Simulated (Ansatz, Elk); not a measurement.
## How far do independent atoms describe TiCuS2?

The structure of TiCuS2 used here is made up (a known structure type with other elements) and was relaxed beforehand with PBEsol. The aim is the Fourier transform of its all-electron density, F(hkl), set beside the sum over free spherical atoms that refinements use.

Program: Elk 11.2.3 (patched build). Level of theory: DFT, PBE, all-electron APW+lo, Dirac cores, scalar-relativistic bands, static density, no spin. Results are calculated unless marked as measured.

The structure was built from a prototype and need not be the compound's stable phase.

## (1) The starting structure

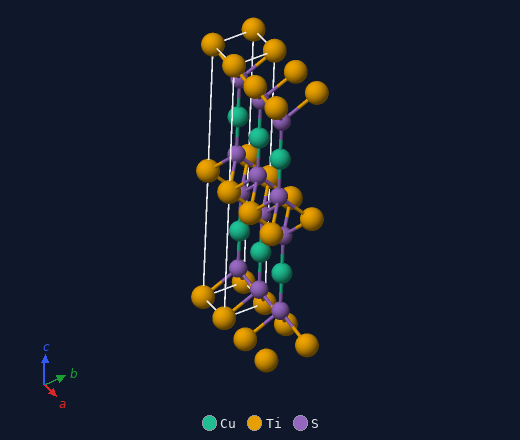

Start, viewed slightly off an axis; copper teal, titanium orange, sulfur purple. 3×1×1 cells are drawn. Bonds to atoms that aren't drawn are left out. Some periodic images of atoms are drawn too.

## (2) Ground state and structure factors

An all-electron density is needed, since X-rays see the cores too. Task 0 finds the density and task 195 Fourier-transforms it; tshift is off so that phases refer to the origin typed.

The input, elk.in:

```
tasks
  0
  195

xctype
  20

spinpol
  .false.

rgkmax
  7.0

gmaxvr
  14.0

lmaxo
  7

lmaxapw
  8

swidth
  0.002

tshift
  .false.

ramdisk
  .false.

hmaxvr
  5.5

maxscl
  120

epspot
  1e-06

sppath
  './'

avec
  6.31482618606 0.00000000000 0.00000000000
  -3.15741309303 5.46879989761 0.00000000000
  0.00000000000 0.00000000000 27.09451123170

atoms
  3
  'Cu.in'
  2
  0.6666666667 0.3333333333 0.7500000000   0.000000 0.000000 0.000000
  0.3333333333 0.6666666667 0.2500000000   0.000000 0.000000 0.000000
  'Ti.in'
  2
  -0.0000000000 0.0000000000 -0.0000000000   0.000000 0.000000 0.000000
  -0.0000000000 0.0000000000 0.5000000000   0.000000 0.000000 0.000000
  'S.in'
  4
  0.6666666667 0.3333333333 0.8987178974   0.000000 0.000000 0.000000
  0.6666666667 0.3333333333 0.6012821026   0.000000 0.000000 0.000000
  0.3333333333 0.6666666667 0.3987178974   0.000000 0.000000 0.000000
  0.3333333333 0.6666666667 0.1012821026   0.000000 0.000000 0.000000

ngridk
  8 8 2
```

Launch:

```sh
$ OMP_NUM_THREADS=4 elk
```

Numbers of over 12 decimals in the logs are rounded to 6 here.

Output:

```text
┌─────────────────────────┐
│ Elk code version 11.2.3 │
└─────────────────────────┘

All units are atomic (Hartree, Bohr, etc.)

┌─────────────────────────────────────────────────┐
│ Ground-state run starting from atomic densities │
└─────────────────────────────────────────────────┘

Lattice vectors :
   6.314826186       0.000000000       0.000000000
  -3.157413093       5.468799898       0.000000000
   0.000000000       0.000000000       27.09451123

Reciprocal lattice vectors :
  0.9949894300      0.5744574152      -0.000000000
   0.000000000       1.148914830       0.000000000
   0.000000000      -0.000000000      0.2318988246

Unit cell volume      :    935.6959617
Brillouin zone volume :   0.2650970225

Muffin-tin inner radius fraction :   0.1000000000E-01

Nuclei treated as point charges

Species : 1 (Cu)
 parameters loaded from : Cu.in
 name : copper
 nuclear charge    :   -29.00000000
 electronic charge :    29.00000000
 atomic mass :    115837.2717
 muffin-tin radius :    2.076228909
 number of radial points in muffin-tin :    993
 inner part over the whole radius :   0.9850350298E-02
 number on inner part of muffin-tin    :    698
 approximate nuclear radius :   0.7406004541E-04
 number of mesh points to nuclear radius :    339
 atomic positions (lattice), magnetic fields (Cartesian) :
  1 :  -0.33333333  0.33333333 -0.25000000    0.00000000  0.00000000  0.00000000
  2 :   0.33333333 -0.33333333  0.25000000    0.00000000  0.00000000  0.00000000

Species : 2 (Ti)
 parameters loaded from : Ti.in
 name : titanium
 nuclear charge    :   -22.00000000
 electronic charge :    22.00000000
 atomic mass :    87256.20317
 muffin-tin radius :    2.400000000
 number of radial points in muffin-tin :    993
 inner part over the whole radius :   0.9985722337E-02
 number on inner part of muffin-tin    :    699
 approximate nuclear radius :   0.6805665174E-04
 number of mesh points to nuclear radius :    325
 atomic positions (lattice), magnetic fields (Cartesian) :
  1 :   0.00000000  0.00000000  0.00000000    0.00000000  0.00000000  0.00000000
  2 :   0.00000000  0.00000000  0.50000000    0.00000000  0.00000000  0.00000000

Species : 3 (S)
 parameters loaded from : S.in
 name : sulphur
 nuclear charge    :   -16.00000000
 electronic charge :    16.00000000
 atomic mass :    58450.91931
 muffin-tin radius :    1.903209833
 number of radial points in muffin-tin :    793
 inner part over the whole radius :   0.9944782900E-02
 number on inner part of muffin-tin    :    552
 approximate nuclear radius :   0.6195814986E-04
 number of mesh points to nuclear radius :    253
 atomic positions (lattice), magnetic fields (Cartesian) :
  1 :  -0.33333333  0.33333333 -0.10128210    0.00000000  0.00000000  0.00000000
  2 :  -0.33333333  0.33333333 -0.39871790    0.00000000  0.00000000  0.00000000
  3 :   0.33333333 -0.33333333  0.39871790    0.00000000  0.00000000  0.00000000
  4 :   0.33333333 -0.33333333  0.10128210    0.00000000  0.00000000  0.00000000

Total number of atoms per unit cell :    8
Total muffin-tin volume :    306.2985602
 ratio of muffin-tin to unit cell volume :   0.3273483832

Spin treatment :
 spin-unpolarised

Number of Bravais lattice symmetries :   24
Number of crystal symmetries         :   24
Crystal has inversion symmetry
Real symmetric eigensolver will be used

k-point grid :      8     8     2
k-point offset :    0.000000000       0.000000000       0.000000000
k-point set is reduced with full crystal symmetry group
Total number of k-points :       20

Muffin-tin radius times maximum |G+k| :    7.000000000
 using average radius
Maximum |G+k| for APW functions       :    3.380561151
Maximum (1/2)|G+k|²                   :    5.714096849
Maximum |G| for potential and density :    14.00000000
Constant for pseudocharge density :    8
 order of it for each species :   15  15  15
 order of it for pair densities of each species (exact exchange by exxq0 0: 16) :   10  13   7
Radial integration step length :    1

[...]
electron entropic           :    -0.39265242841895E-02
 total energy                :     -6614.6341217796

Density of states at Fermi energy :    294.4799210
 (states/Hartree/unit cell)

Estimated indirect band gap :   0.2754320334E-03
 from k-point 17 to k-point 7
Estimated direct band gap   :   0.3615938547E-02
 at k-point 7

Charges :
 core                        :    84.00000000
 valence                     :    82.00000000
 interstitial                :    16.47801575
 muffin-tins (core leakage)
  species : 1 (Cu)
[...]
species : 2 (Ti)
[...]
species : 3 (S)
[...]
total in muffin-tins        :    149.5219843
 total calculated charge     :    165.9938506
 total charge                :    166.0000000
 error                       :   0.6149374758E-02

RMS change in Kohn-Sham potential (target) :   0.8965841694     (  0.1000000000E-05)
Absolute change in total energy (target)   :    7.361581704     (  0.1000000000E-03)

[... loops 3 to 17 left out ...]

┌──────────────────┐
│ Loop number : 18 │
└──────────────────┘

Energies :
 Fermi                       :     0.240856
 sum of occupied eigenvalues :     -3785.4976378730
 electron kinetic            :      6694.9625440717
 core electron kinetic       :      6134.1001110803
 Coulomb                     :     -12987.265437428
 Coulomb potential           :     -10062.464565324
 nuclear-nuclear             :     -1011.9211049259
 electron-nuclear            :     -13912.418143235
 Hartree                     :      1937.0738107333
 Madelung                    :     -7956.0331547657
 xc potential                :     -417.99561662087
 exchange                    :     -315.15852103890
 correlation                 :     -7.251109
 electron entropic           :    -0.18103845830028E-02
 total energy                :     -6614.7143336179

Density of states at Fermi energy :    152.6407310
 (states/Hartree/unit cell)

Estimated indirect band gap :   0.1145961753E-02
 from k-point 18 to k-point 12
Estimated direct band gap   :   0.1568684616E-01
 at k-point 8

Charges :
 core                        :    84.00000000
 valence                     :    82.00000000
 interstitial                :    15.38494187
 muffin-tins (core leakage)
  species : 1 (Cu)
[...]
species : 2 (Ti)
[...]
species : 3 (S)
[...]
total in muffin-tins        :    150.6150581
 total calculated charge     :    165.9940245
 total charge                :    166.0000000
 error                       :   0.5975455774E-02

RMS change in Kohn-Sham potential (target) :   0.7716734109E-06 (  0.1000000000E-05)
Absolute change in total energy (target)   :   0.8665006317E-04 (  0.1000000000E-03)

Convergence targets achieved

┌──────────────────┐
│ Loop number : 19 │
└──────────────────┘

Energies :
 Fermi                       :     0.240856
 sum of occupied eigenvalues :     -3785.4976452987
 electron kinetic            :      6694.9625609448
 core electron kinetic       :      6134.1001061810
 Coulomb                     :     -12987.265461929
 Coulomb potential           :     -10062.464553381
 nuclear-nuclear             :     -1011.9211049259
 electron-nuclear            :     -13912.418204444
 Hartree                     :      1937.0738474410
 Madelung                    :     -7956.0331852384
 xc potential                :     -417.99565286283
 exchange                    :     -315.15852306048
 correlation                 :     -7.251109
 electron entropic           :    -0.18103856267954E-02
 total energy                :     -6614.7143433167

Density of states at Fermi energy :    152.6408266
 (states/Hartree/unit cell)

Estimated indirect band gap :   0.1145970137E-02
 from k-point 18 to k-point 12
Estimated direct band gap   :   0.1568681808E-01
 at k-point 8

Charges :
 core                        :    84.00000000
 valence                     :    82.00000000
 interstitial                :    15.38494138
 muffin-tins (core leakage)
  species : 1 (Cu)
[...]
species : 2 (Ti)
[...]
species : 3 (S)
[...]
atom 2                    :    13.65080832     (  0.5093967312E-03)
   atom 3                    :    13.65080832     (  0.5093967312E-03)
   atom 4                    :    13.65080832     (  0.5093967312E-03)
 total in muffin-tins        :    150.6150586
 total calculated charge     :    165.9940245
 total charge                :    166.0000000
 error                       :   0.5975455743E-02

┌──────────────────────────────┐
│ Self-consistent loop stopped │
└──────────────────────────────┘

Warning : core states of species 1 leak from the muffin-tin :   0.9613697981E-03

Warning : core states of species 3 leak from the muffin-tin :   0.5093967312E-03

Wrote STATE.OUT
```

The job ended after 76 s (4 threads of Arm Neoverse V1, shared host; peak memory 0.28 GiB; 3.8 min of CPU time).

SFACRHO.OUT:

```text

h k l indices transformed by vhmat matrix:
   1.000000000       0.000000000       0.000000000    
   0.000000000       1.000000000       0.000000000    
   0.000000000       0.000000000       1.000000000    

      h      k      l  multipl.   |H|            Re(F)            Im(F)           |F|

      0      0      0      1   0.0000000       166.00000      0.51563675E-16   166.00000    
      0      0      1      2  0.23189882      0.81158688E-14 -0.81158688E-15  0.81563472E-14
      0      0     -2      2  0.46379765       3.2791443      0.19478085E-13   3.2791443    
      0      0     -3      2  0.69569647     -0.34086649E-13 -0.40579344E-13  0.52996064E-13
      0      0      4      2  0.92759530       43.932319     -0.97390425E-14   43.932319    
      1     -1      0      6   1.1489148      -14.594716     -0.17854911E-13   14.594716    
      0      0     -5      2   1.1594941      0.58434255E-13 -0.78926824E-13  0.98203898E-13
      0     -1     -1      6   1.1720846       66.432952     -0.81158688E-14   66.432952    
     -1      0     -1      6   1.1720846      -66.432952      0.15420151E-13   66.432952    
      0      1     -2      6   1.2389970       49.769525      0.68984884E-14   49.769525    
      1     -1      2      6   1.2389970       49.769525     -0.14608564E-13   49.769525    
      1      0      3      6   1.3431303       3.6720793      0.57622668E-13   3.6720793    
      0      1      3      6   1.3431303      -3.6720793      0.11970906E-13   3.6720793    
      0      0      6      2   1.3913929      -49.053458     -0.30028714E-13   49.053458    
      1     -1     -4      6   1.4766307       25.553354      0.30840301E-13   25.553354    
      0     -1     -4      6   1.4766307       25.553354      0.59245842E-13   25.553354    
      0      0      7      2   1.6232918     -0.12620176E-12  0.76289166E-13  0.14746837E-12
      0      1     -5      6   1.6323088      -36.083733     -0.16231738E-13   36.083733
```

Elk indexes on the primitive cell of elk.in and gives |H| = 4π sin θ/λ in inverse bohr. Below, one row stands for each form hkl of the conventional cell (m members, Friedel mates merged), F is for one primitive cell and the density is static (no thermal factor). Free-atom factors are Waasmaier and Kirfel's, and R is Σm||F|−|F'||/Σm|F|.

```csv
hkl,m,sin θ/λ (Å⁻¹),"abs F, DFT",neutral atoms,diff.
001,2,0.035,0.000,0.000,+0.000
002,2,0.070,3.279,2.733,+0.546
003,2,0.105,0.000,0.000,+0.000
004,2,0.140,43.932,44.698,-0.766
100,6,0.173,14.595,14.510,+0.085
005,2,0.174,0.000,0.000,+0.000
101,12,0.176,66.433,66.523,-0.090
102,12,0.186,49.770,50.230,-0.460
103,12,0.202,3.672,4.516,-0.844
006,2,0.209,49.053,48.759,+0.294
104,12,0.222,25.553,25.498,+0.055
007,2,0.244,0.000,0.000,+0.000
105,12,0.245,36.084,36.471,-0.387
106,12,0.271,63.178,63.691,-0.512
```

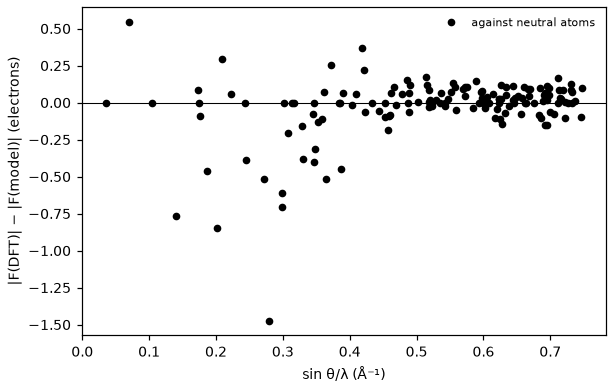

Difference between the calculated structure factors and the independent-atom ones.

## (3) The highest occupied states alone

An energy window below the Fermi level keeps the highest occupied states, to see at which angles they scatter; shallow core shells can lie inside it and anion s states outside. No new self-consistency is needed.

Changes to elk.in since step 2:

```diff
@@ -1,3 +1,2 @@
 tasks
-  0
   195
@@ -40,2 +39,5 @@
 
+wsfac
+  -0.200140 0.540860
+
 sppath
```

Launch:

```sh
$ OMP_NUM_THREADS=4 elk
```

Output:

```text
┌─────────────────────────────────┐
│ Elk code version 11.2.3 started │
└─────────────────────────────────┘

Info(readinput): the functional depends on the density's gradient
 muffin-tin radial points multiplied by    2.00000
 (not where nrmtscf is given)

┌────────────────────┐
│ Current task : 195 │
└────────────────────┘
Info(checkmt): changed muffin-tin radius of species 1 (Cu) from   2.4000 to   2.0762
Info(checkmt): changed muffin-tin radius of species 3 (S) from   2.2000 to   1.9032

Info(sfacrho): density structure factors written to SFACRHO.OUT

 Energy window :  -0.2001400000      0.5408600000

┌──────────────────┐
│ Elk code stopped │
└──────────────────┘
```

Wall time 22 s (4 threads); peak memory 0.2 GiB; 25 s of CPU time.

States within 12 eV below the Fermi level hold 46.00 electrons; any levels below the window count with the cores. Their amplitudes can exceed the total, where window and core parts have opposite phase:

| hkl | sin θ/λ (Å⁻¹) | abs F, window | abs F, all |
| --- | --- | --- | --- |
| 001 | 0.035 | 0.000 | 0.000 |
| 002 | 0.070 | 10.066 | 3.279 |
| 003 | 0.105 | 0.000 | 0.000 |
| 004 | 0.140 | 12.152 | 43.932 |
| 100 | 0.173 | 8.368 | 14.595 |
| 005 | 0.174 | 0.000 | 0.000 |
| 101 | 0.176 | 15.827 | 66.433 |
| 102 | 0.186 | 8.151 | 49.770 |
| 103 | 0.202 | 8.013 | 3.672 |
| 006 | 0.209 | 15.215 | 49.053 |

## (4) Another functional

The difference from free atoms is small, so it is set against the change that LDA (Perdew-Wang) makes.

Changes to elk.in since step 3:

```diff
@@ -1,2 +1,3 @@
 tasks
+  0
   195
@@ -4,3 +5,3 @@
 xctype
-  20
+  3
 
@@ -39,5 +40,2 @@
 
-wsfac
-  -0.200140 0.540860
-
 sppath
```

Launch:

```sh
$ OMP_NUM_THREADS=4 elk
```

Output:

```text
┌─────────────────────────┐
│ Elk code version 11.2.3 │
└─────────────────────────┘

All units are atomic (Hartree, Bohr, etc.)

┌─────────────────────────────────────────────────┐
│ Ground-state run starting from atomic densities │
└─────────────────────────────────────────────────┘

Lattice vectors :
   6.314826186       0.000000000       0.000000000
  -3.157413093       5.468799898       0.000000000
   0.000000000       0.000000000       27.09451123

Reciprocal lattice vectors :
  0.9949894300      0.5744574152      -0.000000000
[...]
species : 3 (S)
[...]
atom 3                    :    13.63503379     (  0.5104520324E-03)
   atom 4                    :    13.63503379     (  0.5104520324E-03)
 total in muffin-tins        :    150.6232332
 total calculated charge     :    165.9939428
 total charge                :    166.0000000
 error                       :   0.6057210705E-02

┌──────────────────────────────┐
│ Self-consistent loop stopped │
└──────────────────────────────┘

Warning : core states of species 1 leak from the muffin-tin :   0.1001198758E-02

Warning : core states of species 3 leak from the muffin-tin :   0.5104520324E-03

Wrote STATE.OUT
[key lines of the parts left out:]
total energy                :     -6601.2385475588
```

Elapsed: 53 s, on 4 threads; peak memory 0.25 GiB.

Against the first run R = 0.09 %; the largest change is +0.077 at 004.

## (5) Basis size

The basis and the expansions that go with it are enlarged, to see whether the differences are converged.

Changes to elk.in since step 4:

```diff
@@ -5,3 +5,3 @@
 xctype
-  3
+  20
 
@@ -11,12 +11,12 @@
 rgkmax
-  7.0
+  8.5
 
 gmaxvr
-  14.0
+  18.0
 
 lmaxo
-  7
+  9
 
 lmaxapw
-  8
+  10
```

Launch:

```sh
$ OMP_NUM_THREADS=4 elk
```

Output:

```text
┌─────────────────────────┐
│ Elk code version 11.2.3 │
└─────────────────────────┘

All units are atomic (Hartree, Bohr, etc.)

┌─────────────────────────────────────────────────┐
│ Ground-state run starting from atomic densities │
└─────────────────────────────────────────────────┘

Lattice vectors :
   6.314826186       0.000000000       0.000000000
  -3.157413093       5.468799898       0.000000000
   0.000000000       0.000000000       27.09451123

Reciprocal lattice vectors :
  0.9949894300      0.5744574152      -0.000000000
[...]
species : 3 (S)
[...]
atom 3                    :    13.65430310     (  0.5097619872E-03)
   atom 4                    :    13.65430310     (  0.5097619872E-03)
 total in muffin-tins        :    150.6605222
 total calculated charge     :    165.9960018
 total charge                :    166.0000000
 error                       :   0.3998236518E-02

┌──────────────────────────────┐
│ Self-consistent loop stopped │
└──────────────────────────────┘

Warning : core states of species 1 leak from the muffin-tin :   0.9630017854E-03

Warning : core states of species 3 leak from the muffin-tin :   0.5097619872E-03

Wrote STATE.OUT
[key lines of the parts left out:]
total energy                :     -6614.7436642517
```

The job ended after 3.9 min (4 threads; peak memory 0.65 GiB; 12 min of CPU time).

Against the first run R = 0.02 %; the largest change is +0.020 at 110.

## (6) Settings against the effect

```
                              run  R against the first run (%)  R against neutral atoms, low angle (%)  wall time
                    PBE, rgkmax 7                         0.00                                    0.97       76 s
                LDA (Perdew-Wang)                         0.09                                    0.98       53 s
rgkmax 8.5 with larger expansions                         0.02                                    0.96    3.9 min
```

## (7) Results

- R against neutral atoms, sin θ/λ < 0.3 Å⁻¹: 0.97 %
- R against neutral atoms, 0.3 to 0.75 Å⁻¹: 0.43 %

In words: Independent neutral atoms miss the calculated amplitudes by R = 0.97 % below 0.3 Å⁻¹ and 0.43 % from there to 0.75 Å⁻¹; by shells, 2.78 % below 0.15 Å⁻¹ (2 forms), 0.94 % 0.15 to 0.3 (11 forms), 0.74 % 0.3 to 0.45 (19 forms), 0.37 % above 0.45 (90 forms). Bonding, aspherical density and the tables' own atoms all enter these figures, and the runs don't part them. The largest change of an amplitude is -1.47 electrons, at 008. Weak lines can change much in proportion: 108 goes from 0.31 to 0.15. The window's part falls from 46.0 electrons at the origin to at most 5.03 between 0.45 and 0.75 Å⁻¹, where compact states inside the window still scatter. Below 0.3 Å⁻¹ the changes that finished (LDA (Perdew-Wang) and rgkmax 8.5 with larger expansions) move F by R = 0.04 % at most, against the 0.97 % that separates it from free atoms. The k-mesh has no finished test. These runs have no spin, though d or f shells may be open. Part of the difference isn't bonding: the tables are fits to free atoms and ions calculated by other methods than this functional. Thermal motion, anomalous dispersion and extinction are left out.

[Logs are printed without paths, hosts, clocks, repeated set-up lines and the standing remarks that a program may print on its own settings, such as how far it seeks lower states.]

[Hosts, paths, dates, database ids (printed as entryN), source tags and the programs' standing remarks are cut or masked in the printed files.]
